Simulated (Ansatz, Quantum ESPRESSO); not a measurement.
# NaF (Villiaumite): a worked LO-TO splitting

How high does the longitudinal optical mode of NaF (Villiaumite) lie, given the transverse one, the Born charge and ε∞?

Program: Quantum ESPRESSO 7.5. Level of theory: DFT LDA, scalar-relativistic, plane waves, GBRV ultrasoft pseudopotentials. Results are calculated unless marked as measured.

### 1. Set-up

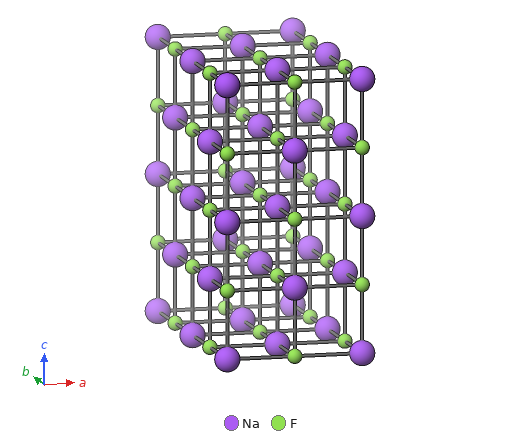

The cell as given, slightly off an axis (sodium purple, fluorine green). 1×2×2 cells are drawn. This picture shows the conventional cell, with its axes. Some periodic images of atoms are drawn too.

This is the cell after its relaxation at this level of theory, not the database cell from which that began.

### 2. What the response run gave

A linear-response run on the relaxed cell, with the response to an electric field; only its zone-centre results are used. Cutoff 45 Ry, k mesh 8×8×8.

What it wrote:

```text
[banners, grids, parts of the stress and lines that vanish by symmetry left out]
Program PHONON v.7.5
     Reading xml data from directory:

[...]
Exchange-correlation= PZ
                           (   1   1   0   0   0   0   0)
[...]
(   8 q-points):
[...]
kinetic-energy cut-off    =      45.0000  Ry
     charge density cut-off    =     270.0000  Ry
     convergence threshold     =      1.0E-18
[...]
Exchange-correlation= PZ
                           (   1   1   0   0   0   0   0)
[...]
q = (   0.0000000   0.0000000   0.0000000 )
     49 Sym.Ops. (with q -> -q+G )
     G cutoff =  499.8520  (  11647 G-vectors)     FFT grid: ( 32, 32, 32)
     G cutoff =  333.2346  (   6375 G-vectors)  smooth grid: ( 25, 25, 25)
     number of k points=    29
[...]
Mode symmetry, O_h (m-3m)  point group:
[...]
Dielectric constant
[...]
End of electric fields calculation
          Dielectric constant in cartesian axis
          (       1.926739947      -0.000000000      -0.000000000 )
          (       0.000000000       1.926739947      -0.000000000 )
          (      -0.000000000       0.000000000       1.926739947 )
          Effective charges (d Force / dE) in cartesian axis without acoustic sum rule applied (asr)
           atom    1  Na    Mean Z*:        1.00095
      Ex  (        1.00095       -0.00000       -0.00000 )
      Ey  (       -0.00000        1.00095       -0.00000 )
      Ez  (       -0.00000        0.00000        1.00095 )
           atom    2  F     Mean Z*:       -0.99754
      Ex  (       -0.99754       -0.00000        0.00000 )
      Ey  (       -0.00000       -0.99754        0.00000 )
      Ez  (        0.00000       -0.00000       -0.99754 )
          Effective charges Sum: Mean:        0.00341
[...]
Effective charges (d Force / dE) in cartesian axis with asr applied:
           atom    1  Na    Mean Z*:        0.99924
[...]
atom    2  F     Mean Z*:       -0.99924
[...]
Representation #   1 modes #   1   2   3
[...]
End of self-consistent calculation
     Convergence has been achieved
     Representation #   2 modes #   4   5   6
[...]
End of self-consistent calculation
     Convergence has been achieved
[...]
Dielectric constant in cartesian axis
          (       1.926739947      -0.000000000      -0.000000000 )
          (       0.000000000       1.926739947      -0.000000000 )
          (      -0.000000000       0.000000000       1.926739947 )
          Effective charges (d Force / dE) in cartesian axis without acoustic sum rule applied (asr)
[...]
Mode symmetry, C_s (m)     point group:
[...]
q = (    0.750000000  -0.250000000   0.750000000 )
[...]
Mode symmetry, C_s (m)     point group:
     freq (   1-   1) =        157.8  [cm-1]   --> A''
     freq (   2-   2) =        204.3  [cm-1]   --> A'
     freq (   3-   3) =        243.2  [cm-1]   --> A'
     freq (   4-   4) =        267.8  [cm-1]   --> A''
     freq (   5-   5) =        286.6  [cm-1]   --> A'
     freq (   6-   6) =        315.7  [cm-1]   --> A'
[...]
Mode symmetry, C_2v (mm2)  point group:
[...]
q = (    0.500000000   0.000000000   0.500000000 )
[...]
Mode symmetry, C_2v (mm2)  point group:
     freq (   1-   1) =        166.4  [cm-1]   --> B_2  D_4  S_4
     freq (   2-   2) =        195.8  [cm-1]   --> B_1  D_3  S_3
     freq (   3-   3) =        223.0  [cm-1]   --> B_1  D_3  S_3
     freq (   4-   4) =        249.7  [cm-1]   --> A_1  D_1  S_1
     freq (   5-   5) =        293.0  [cm-1]   --> B_2  D_4  S_4
     freq (   6-   6) =        334.7  [cm-1]   --> A_1  D_1  S_1
[...]
Mode symmetry, D_4h(4/mmm) point group:
[...]
Convergence has been achieved
[...]
Convergence has been achieved
[...]
Convergence has been achieved
[...]
Convergence has been achieved
[...]
q = (    0.000000000  -1.000000000   0.000000000 )
[...]
freq (    5) =       8.738908 [THz] =     291.498593 [cm-1]
     freq (    6) =       9.349790 [THz] =     311.875420 [cm-1]
[...]
Mode symmetry, D_4h(4/mmm) point group:
     freq (   1-   2) =        142.0  [cm-1]   --> E_u  X_5' M_5'
     freq (   3-   3) =        263.0  [cm-1]   --> A_2u X_4' M_4'
     freq (   4-   5) =        291.5  [cm-1]   --> E_u  X_5' M_5'
     freq (   6-   6) =        311.9  [cm-1]   --> A_2u X_4' M_4'
[...]
Mode symmetry, D_2d (-42m) point group:
[...]
Representation #   1 mode #   1
[...]
Convergence has been achieved
     Representation #   2 mode #   2
[...]
Convergence has been achieved
     Representation #   3 modes #   3   4
[...]
End of self-consistent calculation
     Convergence has been achieved
     Representation #   4 modes #   5   6
[...]
End of self-consistent calculation
     Convergence has been achieved
[...]
q = (   -0.500000000  -1.000000000   0.000000000 )
[...]
freq (    1) =       6.360782 [THz] =     212.172834 [cm-1]
     freq (    2) =       6.360782 [THz] =     212.172834 [cm-1]
     freq (    3) =       6.770313 [THz] =     225.833339 [cm-1]
     freq (    4) =       7.490477 [THz] =     249.855431 [cm-1]
     freq (    5) =       9.040569 [THz] =     301.560917 [cm-1]
     freq (    6) =       9.040569 [THz] =     301.560917 [cm-1]
[...]
Mode symmetry, D_2d (-42m) point group:
     freq (   1-   2) =        212.2  [cm-1]   --> E    X_5  W_3
     freq (   3-   3) =        225.8  [cm-1]   --> B_2  X_3  W_2
     freq (   4-   4) =        249.9  [cm-1]   --> A_1  X_1  W_1
     freq (   5-   6) =        301.6  [cm-1]   --> E    X_5  W_3

   JOB DONE.
```

```tsv
quantity	value
cell volume Ω (Å³)	23.147
mass of Na (u)	22.990
mass of F (u)	18.998
Born charge of Na, raw (e)	1.001
Born charge of F, raw (e)	-0.998
ε∞	1.927
ω(TO) after the sum rule (cm⁻¹)	277.2
```

### 3. The calculation

The charges must sum to zero over the cell; taking off their mean, 0.002 e, leaves Z* = 0.999 e on Na. In the polar mode Na moves against F, so the reduced mass is μ = 22.99 × 19.00 / 41.99 = 10.402 u.

A longitudinal wave builds up a field that adds to the restoring force: ω(LO)² = ω(TO)² + 4π Z*² / (μ Ω ε∞), in Hartree atomic units. With μ = 18962 electron masses and Ω = 156.21 bohr³ the second term is 2.1987e-06 Ha², or 105909 cm⁻² (1 Ha = 219474.6 cm⁻¹).

So ω(LO) = √(76823 + 105909) = 427.5 cm⁻¹, and by the Lyddane-Sachs-Teller relation ε₀ = ε∞ (ω(LO)/ω(TO))² = 4.58.

### 4. Check against the program

The analysis program adds the same non-analytic term to the full matrix, here for q along (1 0 0).

What it wrote:

```text
[banner, memory and clock lines left out]
Program DYNMAT v.7.5

     Reading Dynamical Matrix from file x.dyn1
     ...Force constants read
     ...epsilon and Z* read

     Polarizability (A^3 units)
     multiply by 0.763993 for Clausius-Mossotti correction
         1.707055    0.000000   -0.000000
        -0.000000    1.707055    0.000000
        -0.000000   -0.000000    1.707055

     IR activities are in (D/A)^2/amu units

# mode   [cm-1]    [THz]      IR
    1     -0.00   -0.0000    0.0000
    2     -0.00   -0.0000    0.0000
    3      0.00    0.0000    0.0000
    4    277.17    8.3094    2.2145
    5    277.17    8.3094    2.2145
    6    427.47   12.8152    2.2145
```

ε₀ comes from the program's run without a direction of q.

```tsv
quantity	by hand	program
ω(LO) (cm⁻¹)	427.5	427.5
ε₀	4.58	4.58
```

### 5. What came out

```json
{
 "TO mode": "277.2 cm⁻¹",
 "LO mode": "427.5 cm⁻¹",
 "static dielectric constant": "4.583"
}
```

What this shows: The LO mode of NaF (Villiaumite) lies at 427 cm⁻¹, 150 cm⁻¹ above the TO mode; the formula meets the program within 0.1 cm⁻¹, as it must for a cubic crystal with one polar mode. ω(LO)² − ω(TO)² goes with Z*²/ε∞: an error of 5 % in ε∞ would move the LO mode by 5.9 cm⁻¹, and semilocal functionals tend to overestimate ε∞. The acoustic modes of the response miss zero by 11 cm⁻¹, a numerical error that can touch the optical modes as well. These are harmonic values at zero temperature, at the volume of this functional, for the structure held cubic; stability elsewhere in the zone is no part of this calculation.

[Host names and launcher messages were left out of these logs when they were recorded.]

[Logs are printed without paths, hosts, clocks, repeated set-up lines and the standing remarks that a program may print on its own settings, such as how far it seeks lower states.]

[Hosts, paths, dates, database ids (printed as entryN), source tags and the programs' standing remarks are cut or masked in the printed files.]
